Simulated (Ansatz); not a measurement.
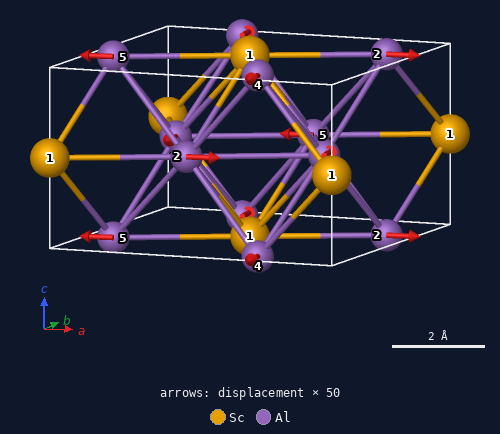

A relaxation of solid ScAl4 (a generated structure, set up in I4/m). The starting structure is drawn; red arrows show the displacements (the part carried along by the change of the cell is left out), magnified 50 times.

Style: ball-and-stick. Shown: the conventional cell (2 times the calculation's cell), slightly off an axis. Lengths and directions refer to the drawn axes.

Method: Ansatz, DFT PBE, scalar-relativistic, plane waves, PAW.

Input
```yaml
crystal:
  lattice:
    - [-3.3339846166, 3.3339846166, 1.9941837471]
    - [3.3339846166, -3.3339846166, 1.9941837471]
    - [3.3339846166, 3.3339846166, -1.9941837471]
  atoms:
    - { symbol: Sc, position: [0.5, 0.5, 0.0] }
    - { symbol: Al, position: [0.3038806748, 0.9023131498, 0.2061938246] }
    - { symbol: Al, position: [0.0976868502, 0.3038806748, 0.401567525] }
    - { symbol: Al, position: [0.9023131498, 0.6961193252, 0.598432475] }
    - { symbol: Al, position: [0.6961193252, 0.0976868502, 0.7938061754] }
basis:
  ecutwfc: 420
kpoints:
  mp_grid: { grid: [12, 12, 12] }
hamiltonian:
  xc: pbe
scf:
  occupations: { method: gaussian, width: 0.1 }
output:
  forces: true
  stress: true
  eigenvalues: true
  write_density: true
  write_potential: true
  elf: true
  volumetric_format: npy
relax:
  adjacent_minimum: "off"
  f_tol: 0.01
  max_steps: 80
  cell: { stress_tol: 0.05 }
```

Launched with:
```bash
ansatz run input.yaml --threads 1 --pin off --max-ram 2560MiB --backend cpu --events-out ev --progress --plain --runs-dir out
```

### What happened in the run?

Over 3 accepted moves (4 points after the start) the energy falls by 2.0 meV per cell of the calculation. Largest force component: 0.032 eV/Å at the start, 0.003 eV/Å at the end. The pressure goes from −0.04 to 0.00 GPa. The SCF was repeated once at an unchanged geometry on a basis and grid sized afresh for the cell, which shifted the energy by less than 0.05 meV per cell of the calculation at most. The largest moves relative to the cell, 0.015 Å, are those of Al2, Al3, Al4 and Al5. Al2 goes roughly along +a. Sc stays in place. The drawn cell changes as follows: a = b 6.668 → 6.639 Å (−0.4 %), c 3.988 → 4.017 Å (+0.7 %); the volume changes by −0.1 %. Near-neighbour distances that change, for instance: Al2–Al5 2.936 → 2.959 Å, Al2–Al5 (another image) 2.922 → 2.899 Å, Al2–Al3 3.010 → 2.988 Å. The space group stays I4/m (No. 87). Cost: 96 s on 1 thread of Arm Neoverse V2, on a shared host, peak memory 0.55 GiB.
